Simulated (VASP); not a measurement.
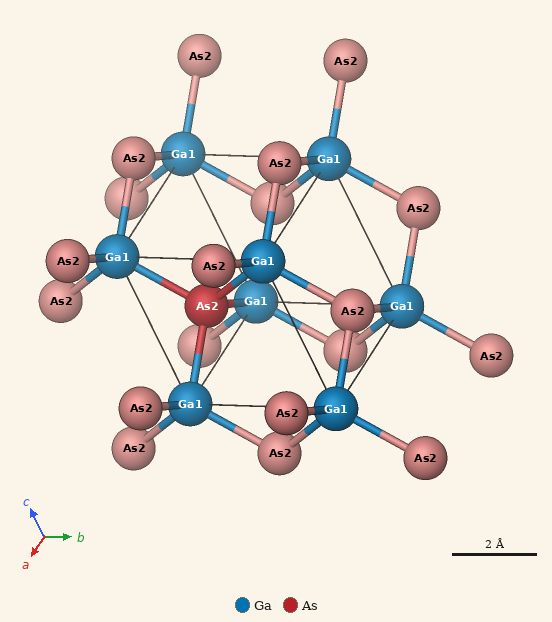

*The structure (ball-and-stick view of the reduced cell, seen at an oblique angle; neighbours outside the cell are drawn fainter; atoms are numbered from 1 in the order of the input).*

Near neighbours in the crystal (not all of them lie inside the picture): Ga has 4 As at 2.46 Å; As has 4 Ga at 2.46 Å.

# Run report: GaAs, single-point calculation

GaAs (2 atoms in the cell), computed with DFT, plane waves, PAW, settings varied from a PBE run (VASP 6.6.1).

The structure derives from an entry of the Crystallography Open Database. The run did not end well. The geometry comes from this level: r2SCAN (a point of a series of strains).

INCAR
```
ENCUT = 520.000000
SIGMA = 0.020000
EDIFF = 1.00e-07
GGA = PE
PREC = Accurate
IBRION = -1
ISIF = 2
ISMEAR = -1
NBANDS = 16
NSW = 0
LASPH = .TRUE.
LCHARG = .FALSE.
LWAVE = .FALSE.
LREAL = .FALSE.
NELM = 97
IMIX = 1
AMIX = 2.0
BMIX = 0.0001
```

KPOINTS
```
KPOINTS created by Atomic Simulation Environment
0
Gamma
8 8 8
0 0 0
```

POSCAR
```
Ga As
 1.0000000000000000
     0.0000000000000000    2.8330831925000002    2.8330831925000002
     2.8619806410000002    0.0000000000000000    2.8330831925000002
     2.8619806410000002    2.8330831925000002    0.0000000000000000
 Ga  As
   1   1
Cartesian
  0.0000000000000000  0.0000000000000000  0.0000000000000000
  1.4309903205000001  1.4165415962500001  1.4165415962500001
```

Run on 1 CPU thread, shared host.

Run as:
```bash
mpirun -np 1 vasp_std
```

OSZICAR
```
N       E                     dE             d eps       ncg     rms          rms(c)
DAV:   1     0.844517383435E+02    0.84452E+02   -0.88847E+03  1952   0.151E+03
DAV:   2    -0.153459528968E+01   -0.85986E+02   -0.82167E+02  2168   0.314E+02
DAV:   3    -0.830609168844E+01   -0.67715E+01   -0.67473E+01  2328   0.666E+01
DAV:   4    -0.841567156699E+01   -0.10958E+00   -0.10956E+00  2352   0.941E+00
DAV:   5    -0.841714179800E+01   -0.14702E-02   -0.14702E-02  2400   0.101E+00    0.285E+00
DAV:   6    -0.991453305387E+01   -0.14974E+01   -0.77011E+00  2800   0.453E+01    0.500E+00
DAV:   7    -0.294654714464E+02   -0.19551E+02   -0.98499E+01  2784   0.115E+02    0.175E+01
DAV:   8    -0.317730164190E+03   -0.28826E+03   -0.11952E+03  2296   0.138E+03    0.511E+01
DAV:   9    -0.343172818462E+04   -0.31140E+04   -0.26019E+04  2720   0.677E+02    0.178E+02
DAV:  10    -0.157077415758E+05   -0.12276E+05   -0.11814E+05  3392   0.109E+03    0.325E+02
DAV:  11    -0.320939376990E+05   -0.16386E+05   -0.14259E+05  2848   0.164E+03    0.539E+02
DAV:  12    -0.568716706789E+05   -0.24778E+05   -0.24263E+05  3704   0.188E+03    0.771E+02
```

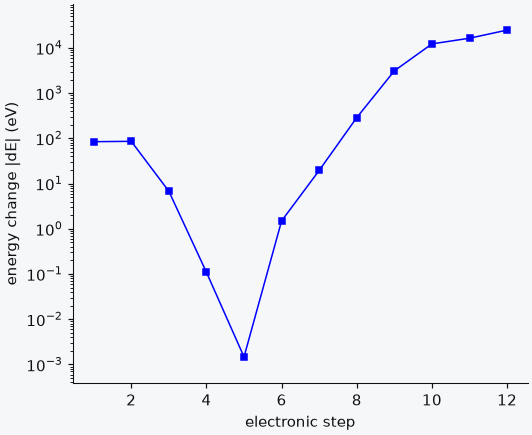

*Convergence of the self-consistent field: energy change |dE| against the electronic step.*

It takes 12 electronic steps. The density is held fixed in the first few steps, and dE rises again when its update begins.

What the run reported

| quantity | value |
| --- | --- |
| outcome | ended with an error |
| space group (tolerance 0.01 Å) | I-4m2 (119) |
| wall time | 48 s |
| peak memory | 0.19 GiB |

What went wrong

Some settings of this run were drawn to be unusual or wrong (NELM = 97; IMIX = 1; AMIX = 2.0; BMIX = 0.0001). The run ended with an error: “ERROR FEXCP: supplied Exchange-correletion table is too small, maximal index : 4214 ----> I REFUSE TO CONTINUE WITH THIS SICK JOB ... BYE!!! <----”
